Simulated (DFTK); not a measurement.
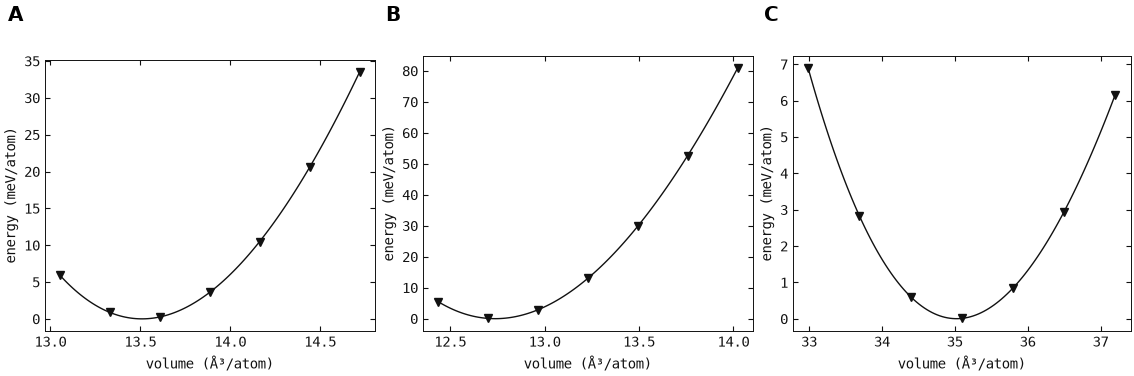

Each panel shows the energy against volume for one of these solids: CaO, Fm-3m (No. 225); RbCl, Fm-3m (No. 225); ZrC, Fm-3m (No. 225).

Computed with DFTK 0.8.2: plane-wave DFT, no spin polarisation; energies at scaled volumes of the given cell, shape and fractions fixed, counted from the fit's minimum, third-order Birch-Murnaghan fit. Level: PBEsol.

Match the panels to the solids.

Answer. A is CaO (energy from 0.26 meV/atom to 33.49 meV/atom, V0 13.51 Å³/atom, B0 116 GPa); B is ZrC (energy from 0.09 meV/atom to 80.83 meV/atom, V0 12.74 Å³/atom, B0 236 GPa); C is RbCl (energy from 0.01 meV/atom to 6.89 meV/atom, V0 35.02 Å³/atom, B0 16.5 GPa).
